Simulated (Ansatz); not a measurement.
# BN: molecular dynamics (part 2 of 4)

Continued. System: BN (P6₃mc, 32 atoms in the cell). Method: DFT, PBEsol, plane waves, PAW (Ansatz 0.2.0); cutoff 420 eV, 6×6×2 k-mesh, Fermi–Dirac smearing of 0.112 eV. The structure was built on a prototype by a generator. The run did not end well. The geometry comes from this level: r2SCAN. It belongs to a series of runs on one base structure; here: NVT, Langevin thermostat at 1300 K. The run did not end well; see the last part.

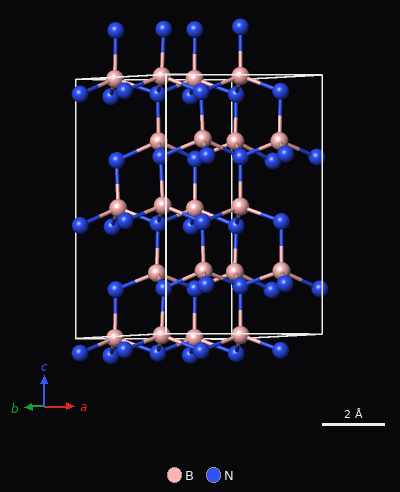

Figure 1. The geometry at step 3 of the log (ball-and-stick view of the cell of the calculation, seen at an oblique angle; bonded neighbours outside the cell are drawn too).

**File md.tsv**
```
# step	time_fs	lagrangian_ev	e_kin_ev	conserved_ev	temperature_k	n_scf	instantaneous_pressure_gpa	pulay_correction_pressure_gpa	volume_ang3	basis_selection	selection_volumetric_strain	selection_max_deviatoric_strain	pulay_correction_read	pulay_correction_kernel_widenings	a_ang	b_ang	c_ang	alpha_deg	beta_deg	gamma_deg	quantum_kinetic_energy_ev	gyration_radius_ang	target_temperature_k	e_deformation_potential
0	0.000000	-8.5408402667e3	5.2091779570e0	nan	1259.3750	6	nan	nan	nan	nan	nan	nan	nan	nan	nan	nan	nan	nan	nan	nan	nan	nan	nan	0.0000000000e0
1	1.000000	-8.5407041132e3	5.3104897609e0	nan	1283.8682	7	nan	nan	nan	nan	nan	nan	nan	nan	nan	nan	nan	nan	nan	nan	nan	nan	nan	0.0000000000e0
2	2.000000	-8.5403103057e3	4.8253882251e0	nan	1166.5897	7	nan	nan	nan	nan	nan	nan	nan	nan	nan	nan	nan	nan	nan	nan	nan	nan	nan	0.0000000000e0
3	3.000000	-8.5397016797e3	4.3552783675e0	nan	1052.9356	7	nan	nan	nan	nan	nan	nan	nan	nan	nan	nan	nan	nan	nan	nan	nan	nan	nan	0.0000000000e0
4	4.000000	-8.5389464358e3	3.7087489068e0	nan	896.6301	7	nan	nan	nan	nan	nan	nan	nan	nan	nan	nan	nan	nan	nan	nan	nan	nan	nan	0.0000000000e0
5	5.000000	-8.5381391138e3	3.0487875389e0	nan	737.0773	5	nan	nan	nan	nan	nan	nan	nan	nan	nan	nan	nan	nan	nan	nan	nan	nan	nan	0.0000000000e0
6	6.000000	-8.5373560223e3	2.4551436713e0	nan	593.5575	5	nan	nan	nan	nan	nan	nan	nan	nan	nan	nan	nan	nan	nan	nan	nan	nan	nan	0.0000000000e0
7	7.000000	-8.5366962797e3	1.7896407459e0	nan	432.6650	5	nan	nan	nan	nan	nan	nan	nan	nan	nan	nan	nan	nan	nan	nan	nan	nan	nan	0.0000000000e0
8	8.000000	-8.5362247285e3	1.4357227725e0	nan	347.1015	5	nan	nan	nan	nan	nan	nan	nan	nan	nan	nan	nan	nan	nan	nan	nan	nan	nan	0.0000000000e0
9	9.000000	-8.5359528198e3	1.3888511090e0	nan	335.7697	5	nan	nan	nan	nan	nan	nan	nan	nan	nan	nan	nan	nan	nan	nan	nan	nan	nan	0.0000000000e0
10	10.000000	-8.5359212037e3	1.4844599954e0	nan	358.8842	7	nan	nan	nan	nan	nan	nan	nan	nan	nan	nan	nan	nan	nan	nan	nan	nan	nan	0.0000000000e0
11	11.000000	-8.5361225598e3	1.9360331511e0	nan	468.0569	5	nan	nan	nan	nan	nan	nan	nan	nan	nan	nan	nan	nan	nan	nan	nan	nan	nan	0.0000000000e0
12	12.000000	-8.5364493529e3	2.3384900107e0	nan	565.3552	5	nan	nan	nan	nan	nan	nan	nan	nan	nan	nan	nan	nan	nan	nan	nan	nan	nan	0.0000000000e0
13	13.000000	-8.5367905802e3	2.6803820313e0	nan	648.0113	5	nan	nan	nan	nan	nan	nan	nan	nan	nan	nan	nan	nan	nan	nan	nan	nan	nan	0.0000000000e0
14	14.000000	-8.5370930860e3	2.9357985747e0	nan	709.7610	5	nan	nan	nan	nan	nan	nan	nan	nan	nan	nan	nan	nan	nan	nan	nan	nan	nan	0.0000000000e0
15	15.000000	-8.5373437371e3	3.0391299502e0	nan	734.7425	5	nan	nan	nan	nan	nan	nan	nan	nan	nan	nan	nan	nan	nan	nan	nan	nan	nan	0.0000000000e0
16	16.000000	-8.5375279505e3	3.2956369821e0	nan	796.7558	5	nan	nan	nan	nan	nan	nan	nan	nan	nan	nan	nan	nan	nan	nan	nan	nan	nan	0.0000000000e0
17	17.000000	-8.5376290897e3	3.5307202338e0	nan	853.5897	5	nan	nan	nan	nan	nan	nan	nan	nan	nan	nan	nan	nan	nan	nan	nan	nan	nan	0.0000000000e0
18	18.000000	-8.5376502251e3	3.5599995714e0	nan	860.6683	5	nan	nan	nan	nan	nan	nan	nan	nan	nan	nan	nan	nan	nan	nan	nan	nan	nan	0.0000000000e0
19	19.000000	-8.5376262092e3	3.6254052340e0	nan	876.4808	5	nan	nan	nan	nan	nan	nan	nan	nan	nan	nan	nan	nan	nan	nan	nan	nan	nan	0.0000000000e0
20	20.000000	-8.5375774267e3	3.4176601947e0	nan	826.2562	7	nan	nan	nan	nan	nan	nan	nan	nan	nan	nan	nan	nan	nan	nan	nan	nan	nan	0.0000000000e0
```

**Trajectory as extended XYZ (Å, eV, eV/Å), 21 frames, from step=0 to step=20**
```
32
Lattice="5.0879 0.0000 0.0000 -2.5440 4.4063 0.0000 0.0000 0.0000 8.4156" Properties=species:S:1:pos:R:3:forces:R:3 step=0 time_fs=0.0 energy=-8540.84027 temperature=1259.4
B     0.0000    1.4688    0.0009    0.0000   0.0000   0.0094
B     1.2720    0.7344    2.1048    0.0000   0.0000   0.0094
N     0.0000    1.4688    1.5771    0.0000   0.0000  -0.0094
N     1.2720    0.7344    3.6810    0.0000   0.0000  -0.0094
B     0.0000    1.4688    4.2087    0.0000   0.0000   0.0094
B     1.2720    0.7344    6.3126    0.0000   0.0000   0.0094
N     0.0000    1.4688    5.7849    0.0000   0.0000  -0.0094
N     1.2720    0.7344    7.8888    0.0000   0.0000  -0.0094
B    -1.2720    3.6719    0.0009    0.0000   0.0000   0.0094
B     0.0000    2.9375    2.1048    0.0000   0.0000   0.0094
N    -1.2720    3.6719    1.5771    0.0000   0.0000  -0.0094
N     0.0000    2.9375    3.6810    0.0000   0.0000  -0.0094
B    -1.2720    3.6719    4.2087    0.0000   0.0000   0.0094
B     0.0000    2.9375    6.3126    0.0000   0.0000   0.0094
N    -1.2720    3.6719    5.7849    0.0000   0.0000  -0.0094
N     0.0000    2.9375    7.8888    0.0000   0.0000  -0.0094
B     2.5440    1.4688    0.0009    0.0000   0.0000   0.0094
B     3.8159    0.7344    2.1048    0.0000   0.0000   0.0094
N     2.5440    1.4688    1.5771    0.0000   0.0000  -0.0094
N     3.8159    0.7344    3.6810    0.0000   0.0000  -0.0094
B     2.5440    1.4688    4.2087    0.0000   0.0000   0.0094
B     3.8159    0.7344    6.3126    0.0000   0.0000   0.0094
N     2.5440    1.4688    5.7849    0.0000   0.0000  -0.0094
N     3.8159    0.7344    7.8888    0.0000   0.0000  -0.0094
B     1.2720    3.6719    0.0009    0.0000   0.0000   0.0094
B     2.5440    2.9375    2.1048    0.0000   0.0000   0.0094
N     1.2720    3.6719    1.5771    0.0000   0.0000  -0.0094
N     2.5440    2.9375    3.6810    0.0000   0.0000  -0.0094
B     1.2720    3.6719    4.2087    0.0000   0.0000   0.0094
B     2.5440    2.9375    6.3126    0.0000   0.0000   0.0094
N     1.2720    3.6719    5.7849    0.0000   0.0000  -0.0094
N     2.5440    2.9375    7.8888    0.0000   0.0000  -0.0094
32
Lattice="5.0879 0.0000 0.0000 -2.5440 4.4063 0.0000 0.0000 0.0000 8.4156" Properties=species:S:1:pos:R:3:forces:R:3 step=1 time_fs=1.0 energy=-8540.70411 temperature=1283.9
B     0.0002    1.4787    0.0014   -0.1455  -0.2966  -0.1565
B     1.2797    0.7319    2.0937   -0.0623  -0.1301   0.3385
N     0.0199    1.4540    1.5590   -0.6097   0.5386   0.4789
N     1.2649    0.7163    3.6728    0.4825   0.5598   0.1723
B     0.0101    1.4736    4.2101   -0.2607  -0.4128   0.0984
B     1.2733    0.7439    6.3262   -0.3229  -0.1662  -0.5459
N    -0.0124    1.4694    5.7932    0.4484   0.2424  -0.1194
N     1.2519    0.7324    7.8886    0.6845   0.3455   0.0581
B    -1.2899    3.6919   -0.0037    0.4365  -0.6392   0.1450
B    -0.0091    2.9381    2.0954    0.2013  -0.2519   0.1260
N    -1.2832    3.6672    1.5725    0.3109   0.1598  -0.1418
N     0.0012    2.9368    3.6818    0.2061  -0.2171  -0.2217
B    -1.2563    3.6550    4.2084   -0.5053   0.5481  -0.0061
B     0.0127    2.9546    6.3277   -0.5851  -0.5235  -0.4002
N    -1.2696    3.6854    5.7766    0.0169  -0.3469   0.5514
N     0.0017    2.9345    7.8907   -0.1844   0.5162   0.0855
B     2.5528    1.4780    0.0070   -0.3299  -0.4074   0.0544
B     3.8228    0.7362    2.0936    0.0207  -0.1230   0.3975
N     2.5493    1.4726    1.5874    0.0538  -0.1036  -0.4729
N     3.8195    0.7377    3.6823    0.0065  -0.1208  -0.1080
B     2.5488    1.4682    4.2038   -0.1754  -0.0715  -0.0911
B     3.7998    0.7275    6.3067    0.5501   0.2905   0.2945
N     2.5506    1.4685    5.7909   -0.4442   0.2161  -0.1811
N     3.8102    0.7298    7.8968    0.0110   0.1676  -0.2026
B     1.2707    3.6764    0.0004   -0.0430  -0.2503   0.2169
B     2.5333    2.9466    2.1089    0.2769  -0.2907  -0.1300
N     1.2717    3.6602    1.5858   -0.2761   0.4707  -0.4456
N     2.5490    2.9463    3.6584   -0.1469  -0.5016   0.9279
B     1.2736    3.6590    4.2053    0.1861   0.4948   0.0406
B     2.5373    2.9390    6.3320    0.5268   0.0091  -0.6225
N     1.2773    3.6704    5.7951   -0.1033  -0.1008  -0.3271
N     2.5474    2.9289    7.8878   -0.2243   0.3950   0.1866
32
Lattice="5.0879 0.0000 0.0000 -2.5440 4.4063 0.0000 0.0000 0.0000 8.4156" Properties=species:S:1:pos:R:3:forces:R:3 step=2 time_fs=2.0 energy=-8540.31031 temperature=1166.6
B     0.0000    1.4893    0.0032   -0.2816  -0.6169  -0.3613
B     1.2875    0.7303    2.0829   -0.1285  -0.3006   0.6654
N     0.0395    1.4404    1.5418   -1.2263   1.0286   0.9635
N     1.2564    0.6972    3.6648    0.9942   1.1450   0.3135
B     0.0199    1.4769    4.2120   -0.4937  -0.7536   0.1523
B     1.2738    0.7533    6.3400   -0.6068  -0.3231  -1.1075
N    -0.0236    1.4711    5.7998    0.8393   0.4317  -0.1834
N     1.2318    0.7314    7.8882    1.2817   0.6192   0.1185
B    -1.3070    3.7094   -0.0077    0.7846  -1.2253   0.2755
B    -0.0193    2.9389    2.0867    0.4625  -0.4769   0.2381
N    -1.2939    3.6610    1.5675    0.6074   0.3846  -0.2581
N     0.0037    2.9366    3.6817    0.3824  -0.4525  -0.3839
B    -1.2416    3.6391    4.2084   -0.9778   1.0629  -0.0220
B     0.0245    2.9705    6.3423   -1.1354  -0.9812  -0.7801
N    -1.2673    3.6995    5.7683    0.0505  -0.6928   1.0920
N     0.0015    2.9315    7.8934   -0.2690   1.0169   0.1477
B     2.5598    1.4860    0.0127   -0.5411  -0.7730   0.1336
B     3.8286    0.7396    2.0831    0.0945  -0.3013   0.7541
N     2.5551    1.4764    1.5991    0.0682  -0.1862  -0.9687
N     3.8247    0.7415    3.6829   -0.0537  -0.2504  -0.1645
B     2.5543    1.4668    4.1970   -0.3360  -0.1310  -0.1251
B     3.7830    0.7226    6.3004    1.1735   0.4790   0.5982
N     2.5575    1.4664    5.7976   -0.9305   0.5164  -0.4138
N     3.8054    0.7233    7.9043   -0.0239   0.4380  -0.3673
B     1.2700    3.6823    0.0010   -0.1113  -0.5796   0.3989
B     2.5243    2.9564    2.1144    0.5182  -0.5972  -0.3566
N     1.2712    3.6488    1.5943   -0.5579   0.9659  -0.8634
N     2.5556    2.9559    3.6367   -0.3447  -1.0019   1.9212
B     1.2745    3.6464    4.2041    0.4121   0.9573   0.0139
B     2.5322    2.9402    6.3500    0.9652  -0.0029  -1.2314
N     1.2826    3.6692    5.8057   -0.1994  -0.1962  -0.6438
N     2.5504    2.9195    7.8856   -0.4170   0.7971   0.4446
32
Lattice="5.0879 0.0000 0.0000 -2.5440 4.4063 0.0000 0.0000 0.0000 8.4156" Properties=species:S:1:pos:R:3:forces:R:3 step=3 time_fs=3.0 energy=-8539.70168 temperature=1052.9
B    -0.0008    1.4992    0.0050   -0.3937  -0.9001  -0.5558
B     1.2964    0.7295    2.0737   -0.2271  -0.4820   0.9348
N     0.0582    1.4285    1.5260   -1.8174   1.4486   1.4223
N     1.2481    0.6773    3.6563    1.4553   1.7604   0.4583
B     0.0292    1.4793    4.2149   -0.7145  -1.0338   0.1825
B     1.2749    0.7617    6.3530   -0.9031  -0.4704  -1.6236
N    -0.0344    1.4727    5.8059    1.2020   0.5889  -0.2322
N     1.2121    0.7321    7.8882    1.8274   0.7888   0.1550
B    -1.3223    3.7247   -0.0098    1.0292  -1.7163   0.3514
B    -0.0290    2.9404    2.0768    0.7055  -0.6967   0.4083
N    -1.3034    3.6556    1.5627    0.8571   0.5864  -0.3679
N     0.0056    2.9366    3.6826    0.5767  -0.6871  -0.5751
B    -1.2276    3.6257    4.2089   -1.4589   1.4775  -0.0380
B     0.0352    2.9849    6.3566   -1.6325  -1.3753  -1.1767
N    -1.2657    3.7130    5.7605    0.1102  -1.0171   1.5900
N    -0.0002    2.9301    7.8952   -0.2899   1.4382   0.2430
B     2.5659    1.4925    0.0187   -0.6810  -1.0686   0.1947
B     3.8323    0.7429    2.0731    0.2614  -0.4592   1.1043
N     2.5627    1.4789    1.6102   -0.0023  -0.2137  -1.4379
N     3.8298    0.7464    3.6843   -0.1441  -0.3969  -0.2467
B     2.5583    1.4654    4.1896   -0.4388  -0.1720  -0.1205
B     3.7658    0.7166    6.2943    1.8611   0.6402   0.9047
N     2.5637    1.4621    5.8052   -1.4440   0.8766  -0.6852
N     3.8016    0.7163    7.9119   -0.1121   0.7310  -0.5250
B     1.2682    3.6883    0.0024   -0.1414  -0.9228   0.5355
B     2.5150    2.9659    2.1201    0.8088  -0.8942  -0.6452
N     1.2704    3.6381    1.6018   -0.8459   1.4345  -1.2467
N     2.5622    2.9647    3.6157   -0.5902  -1.4188   2.9561
B     1.2724    3.6368    4.2035    0.7209   1.3132  -0.0306
B     2.5276    2.9398    6.3669    1.3415   0.0019  -1.8453
N     1.2887    3.6683    5.8147   -0.3367  -0.3249  -0.8935
N     2.5530    2.9104    7.8820   -0.5832   1.1634   0.8050
32
Lattice="5.0879 0.0000 0.0000 -2.5440 4.4063 0.0000 0.0000 0.0000 8.4156" Properties=species:S:1:pos:R:3:forces:R:3 step=4 time_fs=4.0 energy=-8538.94644 temperature=896.6
B    -0.0015    1.5076    0.0064   -0.5057  -1.0950  -0.7396
B     1.3052    0.7292    2.0659   -0.3029  -0.6581   1.1493
N     0.0757    1.4183    1.5121   -2.3583   1.7945   1.8109
N     1.2402    0.6583    3.6475    1.8590   2.3495   0.5957
B     0.0391    1.4805    4.2192   -0.9681  -1.2201   0.1811
B     1.2748    0.7695    6.3645   -1.1316  -0.5882  -2.0776
N    -0.0445    1.4741    5.8127    1.5254   0.7032  -0.2963
N     1.1935    0.7346    7.8884    2.3116   0.8380   0.1795
B    -1.3365    3.7375   -0.0105    1.2259  -2.0896   0.3680
B    -0.0399    2.9409    2.0657    0.9884  -0.8529   0.6400
N    -1.3108    3.6512    1.5573    0.9970   0.7556  -0.4531
N     0.0059    2.9373    3.6840    0.8126  -0.9284  -0.7546
B    -1.2157    3.6152    4.2090   -1.8980   1.7849  -0.0362
B     0.0446    2.9975    6.3705   -2.0547  -1.6907  -1.5945
N    -1.2640    3.7262    5.7535    0.1585  -1.3076   2.0305
N    -0.0027    2.9309    7.8952   -0.2860   1.7293   0.4178
B     2.5710    1.4974    0.0250   -0.7696  -1.2953   0.2224
B     3.8368    0.7473    2.0637    0.4119  -0.6566   1.4353
N     2.5714    1.4817    1.6193   -0.1302  -0.2525  -1.8308
N     3.8351    0.7518    3.6860   -0.2492  -0.5337  -0.3215
B     2.5609    1.4644    4.1823   -0.4648  -0.2070  -0.0946
B     3.7499    0.7091    6.2911    2.5025   0.8078   1.1268
N     2.5694    1.4582    5.8120   -1.9389   1.2122  -0.9106
N     3.7980    0.7091    7.9194   -0.2019   1.0358  -0.6681
B     1.2659    3.6935    0.0040   -0.1711  -1.2585   0.6694
B     2.5053    2.9736    2.1254    1.1222  -1.1304  -1.0026
N     1.2686    3.6273    1.6087   -1.1061   1.8944  -1.6211
N     2.5682    2.9717    3.5954   -0.8377  -1.7341   4.0200
B     1.2695    3.6304    4.2039    1.0143   1.5615  -0.1065
B     2.5241    2.9394    6.3840    1.6499  -0.0165  -2.5273
N     1.2953    3.6670    5.8225   -0.4966  -0.4379  -1.0837
N     2.5551    2.9017    7.8772   -0.7078   1.4865   1.2721
32
Lattice="5.0879 0.0000 0.0000 -2.5440 4.4063 0.0000 0.0000 0.0000 8.4156" Properties=species:S:1:pos:R:3:forces:R:3 step=5 time_fs=5.0 energy=-8538.13911 temperature=737.1
B    -0.0011    1.5165    0.0061   -0.6572  -1.2883  -0.8173
B     1.3139    0.7288    2.0576   -0.3653  -0.8049   1.3876
N     0.0913    1.4080    1.5009   -2.8554   2.1344   2.0628
N     1.2334    0.6415    3.6395    2.2094   2.8491   0.7129
B     0.0479    1.4793    4.2252   -1.1747  -1.2770   0.0957
B     1.2730    0.7765    6.3742   -1.2612  -0.6548  -2.4577
N    -0.0538    1.4784    5.8184    1.8016   0.7006  -0.3098
N     1.1761    0.7376    7.8895    2.7402   0.8170   0.1285
B    -1.3498    3.7478   -0.0109    1.3815  -2.3667   0.3572
B    -0.0529    2.9396    2.0549    1.3550  -0.9451   0.8825
N    -1.3164    3.6480    1.5510    1.0420   0.8608  -0.4874
N     0.0069    2.9378    3.6845    0.9898  -1.1507  -0.8516
B    -1.2063    3.6060    4.2090   -2.2094   2.0444  -0.0518
B     0.0514    3.0081    6.3837   -2.3564  -1.9028  -2.0205
N    -1.2619    3.7394    5.7469    0.1826  -1.5677   2.4200
N    -0.0056    2.9328    7.8949   -0.2760   1.9494   0.5980
B     2.5751    1.4997    0.0314   -0.8416  -1.3916   0.2192
B     3.8439    0.7527    2.0553    0.4409  -0.8874   1.7152
N     2.5784    1.4853    1.6265   -0.1686  -0.3190  -2.1371
N     3.8418    0.7561    3.6868   -0.3898  -0.6212  -0.3404
B     2.5632    1.4646    4.1753   -0.4561  -0.2719  -0.0624
B     3.7368    0.7011    6.2896    3.0224   1.0014   1.3025
N     2.5750    1.4559    5.8182   -2.3872   1.4694  -1.1022
N     3.7937    0.7029    7.9269   -0.2326   1.3072  -0.8102
B     1.2650    3.6977    0.0063   -0.2367  -1.5421   0.7846
B     2.4966    2.9802    2.1305    1.3601  -1.3155  -1.4153
N     1.2651    3.6167    1.6143   -1.2881   2.3145  -1.9390
N     2.5731    2.9777    3.5776   -1.0211  -1.9952   5.0184
B     1.2683    3.6262    4.2060    1.2108   1.7228  -0.2335
B     2.5219    2.9390    6.3991    1.8850  -0.0420  -3.1539
N     1.3027    3.6657    5.8304   -0.6825  -0.5304  -1.2611
N     2.5554    2.8946    7.8726   -0.7614   1.7033   1.7661
32
Lattice="5.0879 0.0000 0.0000 -2.5440 4.4063 0.0000 0.0000 0.0000 8.4156" Properties=species:S:1:pos:R:3:forces:R:3 step=6 time_fs=6.0 energy=-8537.35602 temperature=593.6
B    -0.0012    1.5271    0.0046   -0.7529  -1.5508  -0.8431
B     1.3234    0.7273    2.0486   -0.4572  -0.9070   1.6529
N     0.1068    1.3988    1.4908   -3.3568   2.4295   2.2546
N     1.2279    0.6265    3.6322    2.4913   3.2631   0.8112
B     0.0550    1.4770    4.2329   -1.3002  -1.2632  -0.0690
B     1.2710    0.7822    6.3819   -1.3435  -0.6694  -2.7272
N    -0.0618    1.4849    5.8233    2.0201   0.6010  -0.3064
N     1.1614    0.7406    7.8916    3.0844   0.7753   0.0080
B    -1.3622    3.7553   -0.0108    1.5272  -2.5094   0.3057
B    -0.0651    2.9375    2.0442    1.7109  -1.0088   1.1265
N    -1.3205    3.6459    1.5427    1.0364   0.8874  -0.4095
N     0.0093    2.9388    3.6859    1.0866  -1.3746  -0.9466
B    -1.1994    3.5971    4.2089   -2.4128   2.3019  -0.0862
B     0.0559    3.0176    6.3949   -2.5613  -2.0661  -2.3690
N    -1.2598    3.7517    5.7403    0.1875  -1.7932   2.7711
N    -0.0080    2.9356    7.8956   -0.2757   2.1303   0.6947
B     2.5798    1.5010    0.0387   -0.9284  -1.4301   0.1547
B     3.8526    0.7572    2.0469    0.4089  -1.0715   1.9604
N     2.5833    1.4888    1.6331   -0.0818  -0.3995  -2.3990
N     3.8489    0.7598    3.6866   -0.5385  -0.6794  -0.3135
B     2.5660    1.4656    4.1699   -0.4582  -0.3596  -0.0571
B     3.7271    0.6923    6.2880    3.3919   1.2575   1.4780
N     2.5792    1.4551    5.8244   -2.7086   1.6204  -1.2777
N     3.7897    0.6984    7.9331   -0.2381   1.4988  -0.9092
B     1.2651    3.6996    0.0092   -0.3091  -1.7014   0.8500
B     2.4893    2.9854    2.1339    1.5273  -1.4473  -1.7608
N     1.2604    3.6064    1.6172   -1.3700   2.6893  -2.1502
N     2.5762    2.9831    3.5638   -1.1190  -2.2215   5.8103
B     1.2684    3.6232    4.2085    1.3347   1.8430  -0.3562
B     2.5202    2.9384    6.4100    2.0858  -0.0763  -3.5933
N     1.3101    3.6637    5.8384   -0.8807  -0.5778  -1.4585
N     2.5555    2.8898    7.8696   -0.8002   1.8094   2.1543
```
